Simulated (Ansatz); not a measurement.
## WSi₆: geometry relaxation (part 1 of 2)

WSi₆ (slab, 7 atoms in the cell), computed with DFT PBEsol, scalar-relativistic, plane waves, PAW, spin-polarised (Ansatz 0.2.0).

The structure derives from a Materials Project entry. The input holds or restrains some coordinates. Forces given for the steps count only the free coordinates. It belongs to a series of runs on one base structure; here: W over the place (0/6, 3/6) of the surface cell, its height relaxed. Figures and captions count atoms from 1; the log counts them from 0 in places.

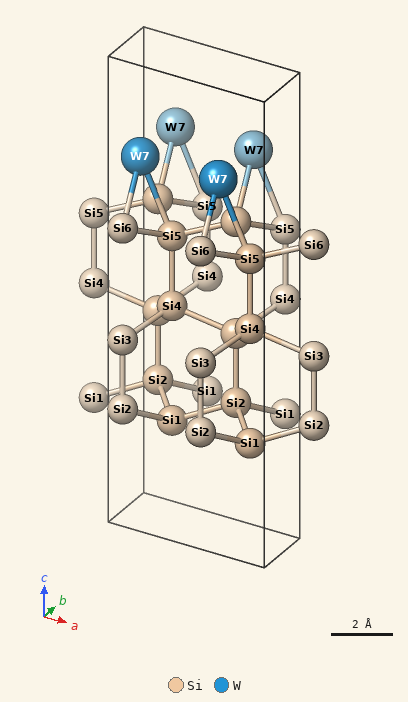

Figure 1. The starting structure (ball-and-stick view of the 2 × 1 repeat of the cell, with the vacuum cut short, seen slightly off an axis; neighbours outside the cell are drawn fainter; atoms are numbered from 1 in the order of the input). An atom can appear more than once, as a periodic image. Near neighbours in the periodic cell (some may lie outside the picture): Si has 3 Si at 2.35 Å; Si has 4 Si at 2.34 to 2.39 Å; Si has 4 Si at 2.31 to 2.39 Å and 1 W at 2.85 Å; Si has 3 Si at 2.31 Å and 2 W at 2.74 Å; W has 3 Si at 2.74 to 2.85 Å.

**Input file**
```yaml
crystal:
  lattice:
    - [3.8248883545, 0.0, 0.0]
    - [-1.9124441773, 3.3124504817, 0.0]
    - [0.0, 0.0, 26.1211317213]
  atoms:
    - { symbol: Si, position: [0.6666666667, 0.3333333333, 0.325407034] }
    - { symbol: Si, position: [0.3333333333, 0.6666666667, 0.3559122531] }
    - { symbol: Si, position: [0.3333333333, 0.6666666667, 0.44646421] }
    - { symbol: Si, position: [0.6666666667, 0.3333333333, 0.4756407863] }
    - { symbol: Si, position: [0.6666666667, 0.3333333333, 0.5672640819] }
    - { symbol: Si, position: [0.3333333333, 0.6666666667, 0.592936641] }
    - { symbol: W, position: [0.3333333333, 1.1666666667, 0.6679716747], spin: 4.0 }
basis:
  ecutwfc: 420
kpoints:
  mp_grid: { grid: [9, 9, 1] }
hamiltonian:
  xc: pbesol
scf:
  occupations: { method: gaussian, width: 0.05 }
output:
  forces: true
  eigenvalues: true
  populations: true
  write_density: true
  write_potential: true
  elf: true
  volumetric_format: npy
magnetization:
  spin_polarized: true
relax:
  adjacent_minimum: "off"
  f_tol: 0.02
  max_steps: 25
  constraints: [{ sites: [0, 1, 2, 3, 4, 5] }, { site: 6, fix: xy }]
efield:
  axis: 3
  dipole_correction: true
  ramp_width: 0.04
```

Run as:
```bash
ansatz run input.yaml --threads 1 --pin off --max-ram 2560MiB --backend cpu --events-out ev --progress --plain --runs-dir out
```

**Log**
```
Engine: ansatz 0.2.0, aarch64-unknown-linux-gnu
Pseudopotentials: kind: paw
Pseudopotential: Si, paw, valence charge 4, recommended cutoff 420 eV (normal), Si.paw.azcp
Pseudopotential: W, paw, valence charge 14, recommended cutoff 420 eV (normal), W.paw.azcp
Functional definition: PBEsol
  exchange = pbesol_x
  correlation = pbesol_c
Crystal: 7 atoms, lattice volume = 330.948 Å³
Basis set: ecut = 420 eV, 6459 PW (Γ), exchange–correlation on 54×54×360 points (8 copies of the dense FFT grid, shifted against one another)
Bands: 28, of which v1, the nominal top of the filled ones, is band 19 counted from 1 (18 counted from 0)
Symmetry: 2 space group operations
k-points: 25 of 81 (time reversal used)
Non-local potential: Si, projectors of the file, l = 0: 2, l = 1: 2, l = 2: 2
Non-local potential: W, projectors of the file, l = 0: 3, l = 1: 2, l = 2: 2, l = 3: 1
PAW form: soft (Blöchl's): semilocal exchange-correlation on the pseudo side does not see the compensation charge
PAW frozen core: Si, regenerated for the run's functional, and the local potential with it (the file was generated under x = pbe(κ = 0.804, μ = 0.2195149727645171), c = pbe(β = 0.06672455060314922))
PAW frozen core: W, regenerated for the run's functional, and the local potential with it (the file was generated under x = pbe(κ = 0.804, μ = 0.2195149727645171), c = pbe(β = 0.06672455060314922))
PAW one-centre angular grid: Si, 110 points (default); XC on 64 Gauss nodes
PAW one-centre angular grid: W, 590 points (default); XC on 64 Gauss nodes
Initial density: superposition of atomic densities (neutral atoms: chi_scale 0, normalization atom)
Starting moments: Σ|m| = 4 μB on 1 of 7 sites
Initial wavefunctions: pseudopotential atomic-orbital guess
Functional: x = pbesol(κ = 0.804, μ = 0.12345679012345678), c = pbesol(β = 0.046)
SCF iter   1: F=—  HF=-13978.963546 eV  |F-HF|=—  |Δ(HF+E_count)|=         —  Δρ=1.79e-2 (↑1.79e-2 ↓1.42e-2)  dr2=1.95e1  dr2_m=1.35e-1  M=3.606 μB ∫|m|=3.913 μB  β_m=1.00  ethr=3.10e-3  p=0.000 e·Å  D=3.66e-7 V/Å  ΔV_dip=-0.00 eV  dr2_dipole=8.43e0  V_vac-E_F(+/−)=6.16/6.16 eV  ⟨swp⟩=10.1  Hψ=9109  notcnv=0
Mixer restart at iter 1: flushing history
efield: sawtooth ramp at fractional position 0.9767 (placed from the atoms, in the widest stretch of the axis that holds none; the zero of the levels goes with the place), width 0.0400; the density the first Hamiltonian is built on has a dipole p = 0.000 e·Å; the dipole correction subtracts the counter field D = 3.66e-7 V/Å, which shifts the + side's vacuum level by -0.00 eV against the − side's; the planar-averaged density in the ramp window peaks in size at 1.2e-6 e/Å³
preconditioner: auto → LDOS  [metal: Δε(μ)=0.019 eV  Ē_g=7.018 eV  σ=0.050 eV  W_gap=0.21  n_scr=20 (ndim 8)  ℏωp=11.2 eV  f_vac=0.488  D(μ)=5.61/eV (n_scr^D=14)]
spin=Collinear: LDOS preconditioning applied to the charge; magnetization (m = ρ↑ − ρ↓) channel mixes plain (no charge-response kernel on spin).
SCF iter   2: F=—  HF=-13978.320705 eV  |F-HF|=—  |Δ(HF+E_count)|=   6.43e-1  Δρ=1.08e-2 (↑1.08e-2 ↓1.04e-2)  dr2=8.84e0  dr2_m=8.63e-3  M=3.290 μB ∫|m|=3.930 μB  β_m=0.52  ethr=3.10e-3  p=0.024 e·Å  D=1.29e-2 V/Å  ΔV_dip=-0.34 eV  dr2_dipole=2.92e0  V_vac-E_F(+/−)=5.65/5.99 eV  ⟨swp⟩=2.5  Hψ=2239  notcnv=0  defer=150
density mixer auto → msr1: a metal under ldos (density of states about μ 1.11 of a free-electron gas's, 20 screened modes)
SCF iter   3: F=—  HF=-13977.830743 eV  |F-HF|=—  |Δ(HF+E_count)|=   4.90e-1  Δρ=5.49e-3 (↑4.64e-3 ↓5.49e-3)  dr2=8.01e-1  dr2_m=5.56e-2  M=2.802 μB ∫|m|=3.984 μB  β_m=0.75  ethr=3.10e-3  p=0.064 e·Å  D=3.50e-2 V/Å  ΔV_dip=-0.92 eV  dr2_dipole=1.75e-1  V_vac-E_F(+/−)=4.64/5.56 eV  ⟨swp⟩=3.3  Hψ=2407  notcnv=0  defer=174
SCF iter   4: F=—  HF=-13977.934549 eV  |F-HF|=—  |Δ(HF+E_count)|=   1.04e-1  Δρ=1.78e-3 (↑1.78e-3 ↓1.74e-3)  dr2=1.84e-1  dr2_m=4.05e-3  M=2.659 μB ∫|m|=3.956 μB  β_m=0.78  ethr=2.11e-3  p=0.047 e·Å  D=2.56e-2 V/Å  ΔV_dip=-0.67 eV  dr2_dipole=1.39e-2  V_vac-E_F(+/−)=4.68/5.35 eV  ⟨swp⟩=2.1  Hψ=2013  notcnv=0  defer=149
SCF iter   5: F=—  HF=-13977.953696 eV  |F-HF|=—  |Δ(HF+E_count)|=         —  Δρ=1.67e-3 (↑1.67e-3 ↓1.43e-3)  dr2=1.85e-2  dr2_m=6.61e-3  M=2.385 μB ∫|m|=3.871 μB  β_m=0.78  ethr=4.85e-4  p=0.039 e·Å  D=2.13e-2 V/Å  ΔV_dip=-0.56 eV  dr2_dipole=3.67e-3  V_vac-E_F(+/−)=4.59/5.15 eV  ⟨swp⟩=2.1  Hψ=1859  notcnv=0  defer=159
SCF iter   6: F=—  HF=-13977.960064 eV  |F-HF|=—  |Δ(HF+E_count)|=   6.37e-3  Δρ=9.77e-4 (↑9.77e-4 ↓8.71e-4)  dr2=2.70e-3  dr2_m=2.40e-3  M=2.281 μB ∫|m|=3.824 μB  β_m=0.89  ethr=4.86e-5  p=0.034 e·Å  D=1.85e-2 V/Å  ΔV_dip=-0.48 eV  dr2_dipole=1.54e-4  V_vac-E_F(+/−)=4.55/5.04 eV  ⟨swp⟩=2.6  Hψ=2216  notcnv=0  defer=159
SCF iter   7: F=—  HF=-13977.962726 eV  |F-HF|=—  |Δ(HF+E_count)|=   2.66e-3  Δρ=1.98e-4 (↑1.98e-4 ↓1.94e-4)  dr2=9.95e-4  dr2_m=4.30e-5  M=2.200 μB ∫|m|=3.787 μB  β_m=0.82  ethr=7.10e-6  p=0.030 e·Å  D=1.64e-2 V/Å  ΔV_dip=-0.43 eV  dr2_dipole=1.03e-4  V_vac-E_F(+/−)=4.51/4.94 eV  ⟨swp⟩=2.3  Hψ=2607  notcnv=0  defer=152
SCF iter   8: F=—  HF=-13977.962685 eV  |F-HF|=—  |Δ(HF+E_count)|=   4.10e-5  Δρ=9.48e-5 (↑8.39e-5 ↓9.48e-5)  dr2=6.46e-5  dr2_m=1.88e-5  M=2.200 μB ∫|m|=3.787 μB  β_m=0.82  ethr=2.62e-6  p=0.029 e·Å  D=1.60e-2 V/Å  ΔV_dip=-0.42 eV  dr2_dipole=8.79e-7  V_vac-E_F(+/−)=4.51/4.92 eV  ⟨swp⟩=2.1  Hψ=2011  notcnv=0  defer=147
SCF iter   9: F=—  HF=-13977.962709 eV  |F-HF|=—  |Δ(HF+E_count)|=   2.44e-5  Δρ=4.61e-5 (↑4.45e-5 ↓4.61e-5)  dr2=2.17e-5  dr2_m=5.03e-6  M=2.201 μB ∫|m|=3.786 μB  β_m=0.81  ethr=1.70e-7  p=0.029 e·Å  D=1.60e-2 V/Å  ΔV_dip=-0.42 eV  dr2_dipole=9.06e-6  V_vac-E_F(+/−)=4.51/4.92 eV  ⟨swp⟩=2.3  Hψ=2306  notcnv=0  defer=147
SCF iter  10: F=—  HF=-13977.962717 eV  |F-HF|=—  |Δ(HF+E_count)|=   7.58e-6  Δρ=1.66e-5 (↑1.66e-5 ↓1.55e-5)  dr2=1.21e-5  dr2_m=5.93e-7  M=2.200 μB ∫|m|=3.785 μB  β_m=0.83  ethr=5.70e-8  p=0.029 e·Å  D=1.61e-2 V/Å  ΔV_dip=-0.42 eV  dr2_dipole=7.72e-6  V_vac-E_F(+/−)=4.50/4.92 eV  ⟨swp⟩=2.0  Hψ=2224  notcnv=0  defer=147
SCF iter  11: F=—  HF=-13977.962718 eV  |F-HF|=—  |Δ(HF+E_count)|=   9.28e-7  Δρ=8.15e-6 (↑8.15e-6 ↓7.05e-6)  dr2=1.22e-5  dr2_m=4.73e-8  M=2.200 μB ∫|m|=3.785 μB  β_m=0.80  ethr=3.17e-8  p=0.029 e·Å  D=1.61e-2 V/Å  ΔV_dip=-0.42 eV  dr2_dipole=7.79e-6  V_vac-E_F(+/−)=4.50/4.92 eV  ⟨swp⟩=1.2  Hψ=1423  notcnv=0  defer=147
SCF iter  12: F=-13977.962717 eV  HF=-13977.962717 eV  |F-HF|=7.60e-7  |Δ(HF+E_count)|=   1.25e-7  Δρ=4.63e-6 (↑4.63e-6 ↓3.41e-6)  dr2=6.82e-7  dr2_m=3.30e-8  M=2.200 μB ∫|m|=3.785 μB  ethr=2.63e-8  p=0.030 e·Å  D=1.62e-2 V/Å  ΔV_dip=-0.42 eV  dr2_dipole=2.05e-7  V_vac-E_F(+/−)=4.50/4.92 eV  ⟨swp⟩=22.1  Hψ=13784  notcnv=0
SCF 1 converged in 12 iterations: F = -13977.962717 eV  dr2 = 6.82e-7
  greatest PAW one-centre occupation: 1.000 electrons in one spin orbital (limit 2), on the W atom at site 6 (counted from 0), in its partial waves of l = 0
relax step   1: F+E_penalty+E_count = -13977.96271664 eV  Δ(F+E_penalty+E_count) = +0.000e0 eV  max|allowed force component| = 1.635e0 eV/Å  Δτ_max = 0.0000 Å  (12 SCF iters, dr2 threshold 1.00e-5 eV, accepted)
Initial density: handed on by an earlier stage of this run
Starting moments: Σ|m| = 4 μB on 1 of 7 sites; this step starts from the density that it was given
Initial wavefunctions: those handed on with the density
iter 1 solved again at ethr=1.16e-3 eV; its pass at ethr=3.10e-3 eV (dr2=4.40e-1 eV) is discarded
SCF iter   1: F=—  HF=-13978.210151 eV  |F-HF|=—  |Δ(HF+E_count)|=         —  Δρ=1.61e-2 (↑1.61e-2 ↓1.44e-2)  dr2=4.34e-1  dr2_m=6.63e-1  M=1.009 μB ∫|m|=2.669 μB  β_m=0.55  ethr=1.16e-3  p=0.030 e·Å  D=1.62e-2 V/Å  ΔV_dip=-0.42 eV  dr2_dipole=2.34e-3  V_vac-E_F(+/−)=4.45/4.87 eV  ⟨swp⟩=1.3  Hψ=6261  notcnv=0  defer=123
efield: sawtooth ramp at fractional position 0.9767 (handed on by an earlier solve), width 0.0400; the density the first Hamiltonian is built on has a dipole p = 0.030 e·Å; the dipole correction subtracts the counter field D = 1.62e-2 V/Å, which shifts the + side's vacuum level by -0.42 eV against the − side's; the planar-averaged density in the ramp window peaks in size at 1.2e-6 e/Å³
preconditioner: auto → LDOS  [metal: Δε(μ)=0.006 eV  Ē_g=6.629 eV  σ=0.050 eV  W_gap=0.07  n_scr=20 (ndim 8)  ℏωp=11.2 eV  f_vac=0.502  D(μ)=3.94/eV (n_scr^D=12)]
spin=Collinear: LDOS preconditioning applied to the charge; magnetization (m = ρ↑ − ρ↓) channel mixes plain (no charge-response kernel on spin).
SCF iter   2: F=—  HF=-13978.459505 eV  |F-HF|=—  |Δ(HF+E_count)|=   2.49e-1  Δρ=9.99e-3 (↑9.99e-3 ↓8.56e-3)  dr2=2.13e-1  dr2_m=2.39e-1  M=0.589 μB ∫|m|=2.279 μB  β_m=0.52  ethr=1.14e-3  p=0.036 e·Å  D=1.97e-2 V/Å  ΔV_dip=-0.51 eV  dr2_dipole=1.46e-2  V_vac-E_F(+/−)=4.37/4.88 eV  ⟨swp⟩=2.8  Hψ=2170  notcnv=0  defer=141
density mixer auto → msr1: a metal under ldos (density of states about μ 1.32 of a free-electron gas's, 20 screened modes)
SCF iter   3: F=—  HF=-13978.413911 eV  |F-HF|=—  |Δ(HF+E_count)|=   4.56e-2  Δρ=2.48e-3 (↑2.48e-3 ↓2.34e-3)  dr2=6.93e-2  dr2_m=1.48e-2  M=0.144 μB ∫|m|=1.832 μB  β_m=0.74  ethr=5.61e-4  p=0.041 e·Å  D=2.26e-2 V/Å  ΔV_dip=-0.59 eV  dr2_dipole=3.18e-2  V_vac-E_F(+/−)=4.26/4.85 eV  ⟨swp⟩=3.0  Hψ=2725  notcnv=0  defer=145
SCF iter   4: F=—  HF=-13978.383854 eV  |F-HF|=—  |Δ(HF+E_count)|=   3.01e-2  Δρ=5.70e-4 (↑5.14e-4 ↓5.70e-4)  dr2=8.82e-3  dr2_m=4.90e-4  M=0.160 μB ∫|m|=1.800 μB  β_m=0.68  ethr=1.82e-4  p=0.040 e·Å  D=2.16e-2 V/Å  ΔV_dip=-0.57 eV  dr2_dipole=4.30e-3  V_vac-E_F(+/−)=4.25/4.82 eV  ⟨swp⟩=2.1  Hψ=2027  notcnv=0  defer=149
SCF iter   5: F=—  HF=-13978.384040 eV  |F-HF|=—  |Δ(HF+E_count)|=   1.86e-4  Δρ=2.39e-4 (↑2.39e-4 ↓2.32e-4)  dr2=5.34e-4  dr2_m=1.33e-4  M=0.164 μB ∫|m|=1.785 μB  β_m=0.76  ethr=2.32e-5  p=0.038 e·Å  D=2.10e-2 V/Å  ΔV_dip=-0.55 eV  dr2_dipole=1.75e-4  V_vac-E_F(+/−)=4.26/4.81 eV  ⟨swp⟩=1.9  Hψ=1652  notcnv=0  defer=150
SCF iter   6: F=—  HF=-13978.384382 eV  |F-HF|=—  |Δ(HF+E_count)|=   3.43e-4  Δρ=1.00e-4 (↑7.16e-5 ↓1.00e-4)  dr2=8.40e-5  dr2_m=1.81e-5  M=0.149 μB ∫|m|=1.762 μB  β_m=0.79  ethr=1.41e-6  p=0.039 e·Å  D=2.11e-2 V/Å  ΔV_dip=-0.55 eV  dr2_dipole=7.94e-6  V_vac-E_F(+/−)=4.25/4.81 eV  ⟨swp⟩=2.4  Hψ=2303  notcnv=0  defer=151
iter 7 did not close the SCF: its close was put off for a magnetic moment that had not settled (scf_convergence_deferred on its scf_iter line)
SCF iter   7: F=-13978.384428 eV  HF=-13978.384429 eV  |F-HF|=8.92e-7  |Δ(HF+E_count)|=   4.65e-5  Δρ=5.41e-5 (↑4.46e-5 ↓5.41e-5)  dr2=1.39e-5  dr2_m=6.31e-6  M=0.145 μB ∫|m|=1.754 μB  β_m=0.89  ethr=2.21e-7  p=0.038 e·Å  D=2.10e-2 V/Å  ΔV_dip=-0.55 eV  dr2_dipole=1.21e-6  V_vac-E_F(+/−)=4.26/4.81 eV  ⟨swp⟩=23.2  Hψ=15590  notcnv=0
SCF iter   8: F=-13978.384447 eV  HF=-13978.384453 eV  |F-HF|=5.70e-6  |Δ(HF+E_count)|=   2.44e-5  Δρ=1.78e-5 (↑1.51e-5 ↓1.78e-5)  dr2=7.95e-6  dr2_m=4.08e-7  M=0.136 μB ∫|m|=1.744 μB  ethr=3.66e-8  p=0.038 e·Å  D=2.10e-2 V/Å  ΔV_dip=-0.55 eV  dr2_dipole=4.80e-8  V_vac-E_F(+/−)=4.26/4.81 eV  ⟨swp⟩=13.6  Hψ=13066  notcnv=0
SCF 2 converged in 8 iterations: F = -13978.384447 eV  dr2 = 7.95e-6
[... from here on the iterations of each SCF are left out, up to the last one ...]
relax step   2: F+E_penalty+E_count = -13978.38444733 eV  Δ(F+E_penalty+E_count) = -4.217e-1 eV  max|allowed force component| = 2.417e0 eV/Å  Δτ_max = 0.1950 Å  (8 SCF iters, dr2 threshold 1.00e-4 eV, accepted)
efield: sawtooth ramp at fractional position 0.9767 (handed on by an earlier solve), width 0.0400; the density the first Hamiltonian is built on has a dipole p = 0.038 e·Å; the dipole correction subtracts the counter field D = 2.10e-2 V/Å, which shifts the + side's vacuum level by -0.55 eV against the − side's; the planar-averaged density in the ramp window peaks in size at 1.1e-6 e/Å³
preconditioner: auto → LDOS  [metal: Δε(μ)=0.013 eV  Ē_g=6.731 eV  σ=0.050 eV  W_gap=0.14  n_scr=20 (ndim 8)  ℏωp=11.2 eV  f_vac=0.512  D(μ)=4.59/eV (n_scr^D=12)]
spin=Collinear: LDOS preconditioning applied to the charge; magnetization (m = ρ↑ − ρ↓) channel mixes plain (no charge-response kernel on spin).
density mixer auto → msr1: a metal under ldos (density of states about μ 1.25 of a free-electron gas's, 20 screened modes)
SCF 3 converged in 11 iterations: F = -13978.770761 eV  dr2 = 2.80e-7
relax step   3: F+E_penalty+E_count = -13978.77076099 eV  Δ(F+E_penalty+E_count) = -3.863e-1 eV  max|allowed force component| = 1.235e0 eV/Å  Δτ_max = 0.1950 Å  (11 SCF iters, dr2 threshold 1.00e-4 eV, accepted)
efield: sawtooth ramp at fractional position 0.9767 (handed on by an earlier solve), width 0.0400; the density the first Hamiltonian is built on has a dipole p = 0.025 e·Å; the dipole correction subtracts the counter field D = 1.37e-2 V/Å, which shifts the + side's vacuum level by -0.36 eV against the − side's; the planar-averaged density in the ramp window peaks in size at 1.1e-6 e/Å³
preconditioner: auto → LDOS  [metal: Δε(μ)=0.006 eV  Ē_g=6.840 eV  σ=0.050 eV  W_gap=0.07  n_scr=20 (ndim 8)  ℏωp=11.2 eV  f_vac=0.517  D(μ)=5.26/eV (n_scr^D=14)]
spin=Collinear: LDOS preconditioning applied to the charge; magnetization (m = ρ↑ − ρ↓) channel mixes plain (no charge-response kernel on spin).
density mixer auto → msr1: a metal under ldos (density of states about μ 1.19 of a free-electron gas's, 20 screened modes)
SCF 4 converged in 10 iterations: F = -13978.811999 eV  dr2 = 2.95e-7
relax step   4: F+E_penalty+E_count = -13978.81199937 eV  Δ(F+E_penalty+E_count) = -4.124e-2 eV  max|allowed force component| = 8.808e-1 eV/Å  Δτ_max = 0.1552 Å  (10 SCF iters, dr2 threshold 1.00e-4 eV, accepted)
efield: sawtooth ramp at fractional position 0.9767 (handed on by an earlier solve), width 0.0400; the density the first Hamiltonian is built on has a dipole p = 0.027 e·Å; the dipole correction subtracts the counter field D = 1.45e-2 V/Å, which shifts the + side's vacuum level by -0.38 eV against the − side's; the planar-averaged density in the ramp window peaks in size at 1.1e-6 e/Å³
preconditioner: auto → LDOS  [metal: Δε(μ)=0.003 eV  Ē_g=6.735 eV  σ=0.050 eV  W_gap=0.04  n_scr=20 (ndim 8)  ℏωp=11.2 eV  f_vac=0.513  D(μ)=4.23/eV (n_scr^D=12)]
spin=Collinear: LDOS preconditioning applied to the charge; magnetization (m = ρ↑ − ρ↓) channel mixes plain (no charge-response kernel on spin).
density mixer auto → msr1: a metal under ldos (density of states about μ 1.21 of a free-electron gas's, 20 screened modes)
SCF 5 converged in 7 iterations: F = -13978.835772 eV  dr2 = 8.89e-7
relax step   5: F+E_penalty+E_count = -13978.83577193 eV  Δ(F+E_penalty+E_count) = -2.377e-2 eV  max|allowed force component| = 9.141e-3 eV/Å  Δτ_max = 0.0548 Å  (7 SCF iters, dr2 threshold 1.00e-4 eV, accepted)
iter 1 solved again at ethr=2.67e-9 eV; its pass at ethr=3.10e-3 eV (dr2=1.02e-6 eV) is discarded
SCF iter   1: F=—  HF=-13978.835773 eV  |F-HF|=—  |Δ(HF+E_count)|=         —  Δρ=7.80e-6 (↑6.97e-6 ↓7.80e-6)  dr2=1.02e-6  dr2_m=1.20e-7  M=-1.040 μB ∫|m|=1.062 μB  β_m=1.00  ethr=2.67e-9  p=0.026 e·Å  D=1.42e-2 V/Å  ΔV_dip=-0.37 eV  dr2_dipole=7.34e-8  V_vac-E_F(+/−)=4.39/4.76 eV  ⟨swp⟩=1.0  Hψ=4000  notcnv=0
efield: sawtooth ramp at fractional position 0.9767 (handed on by an earlier solve), width 0.0400; the density the first Hamiltonian is built on has a dipole p = 0.026 e·Å; the dipole correction subtracts the counter field D = 1.42e-2 V/Å, which shifts the + side's vacuum level by -0.37 eV against the − side's; the planar-averaged density in the ramp window peaks in size at 1.1e-6 e/Å³
preconditioner: auto → LDOS  [metal: Δε(μ)=0.011 eV  Ē_g=6.749 eV  σ=0.050 eV  W_gap=0.12  n_scr=14 (ndim 8)  ℏωp=11.2 eV  f_vac=0.513  D(μ)=4.41/eV (n_scr^D=12)]
spin=Collinear: LDOS preconditioning applied to the charge; magnetization (m = ρ↑ − ρ↓) channel mixes plain (no charge-response kernel on spin).
SCF iter   2: F=—  HF=-13978.835773 eV  |F-HF|=—  |Δ(HF+E_count)|=   2.52e-7  Δρ=7.06e-6 (↑6.59e-6 ↓7.06e-6)  dr2=4.52e-7  dr2_m=1.27e-7  M=-1.039 μB ∫|m|=1.061 μB  β_m=0.65  ethr=2.67e-9  p=0.026 e·Å  D=1.42e-2 V/Å  ΔV_dip=-0.37 eV  dr2_dipole=1.23e-7  V_vac-E_F(+/−)=4.39/4.76 eV  ⟨swp⟩=1.7  Hψ=1505  notcnv=0
density mixer auto → msr1: a metal under ldos (density of states about μ 1.21 of a free-electron gas's, 20 screened modes)
iter 3 did not close the SCF: its close was put off for a magnetic moment that had not settled (scf_convergence_deferred on its scf_iter line)
SCF iter   3: F=-13978.835773 eV  HF=-13978.835773 eV  |F-HF|=1.64e-8  |Δ(HF+E_count)|=   1.03e-7  Δρ=1.53e-6 (↑1.28e-6 ↓1.53e-6)  dr2=1.43e-8  dr2_m=4.41e-9  M=-1.039 μB ∫|m|=1.061 μB  β_m=0.82  ethr=2.63e-10  p=0.026 e·Å  D=1.42e-2 V/Å  ΔV_dip=-0.37 eV  dr2_dipole=8.84e-10  V_vac-E_F(+/−)=4.39/4.76 eV  ⟨swp⟩=9.5  Hψ=10254  notcnv=0
iter 4 did not close the SCF: its close was put off for a magnetic moment that had not settled (scf_convergence_deferred on its scf_iter line)
SCF iter   4: F=-13978.835773 eV  HF=-13978.835773 eV  |F-HF|=2.96e-9  |Δ(HF+E_count)|=   4.24e-8  Δρ=7.21e-7 (↑7.21e-7 ↓5.98e-7)  dr2=6.77e-9  dr2_m=8.78e-10  M=-1.039 μB ∫|m|=1.060 μB  β_m=0.87  ethr=3.77e-11  p=0.026 e·Å  D=1.42e-2 V/Å  ΔV_dip=-0.37 eV  dr2_dipole=8.10e-10  V_vac-E_F(+/−)=4.39/4.76 eV  ⟨swp⟩=8.3  Hψ=9273  notcnv=0
SCF iter   5: F=-13978.835773 eV  HF=-13978.835773 eV  |F-HF|=9.02e-10  |Δ(HF+E_count)|=   5.85e-9  Δρ=3.25e-7 (↑2.57e-7 ↓3.25e-7)  dr2=1.30e-9  dr2_m=2.06e-10  M=-1.038 μB ∫|m|=1.060 μB  ethr=1.78e-11  p=0.026 e·Å  D=1.42e-2 V/Å  ΔV_dip=-0.37 eV  dr2_dipole=4.97e-10  V_vac-E_F(+/−)=4.39/4.76 eV  ⟨swp⟩=7.2  Hψ=8616  notcnv=0
SCF 6 converged in 5 iterations: F = -13978.835773 eV  dr2 = 1.30e-9
relax step   6: F+E_penalty+E_count = -13978.83577281 eV  Δ(F+E_penalty+E_count) = -8.839e-7 eV  max|allowed force component| = 9.840e-3 eV/Å  Δτ_max = 0.0000 Å  (5 SCF iters, accepted)
```
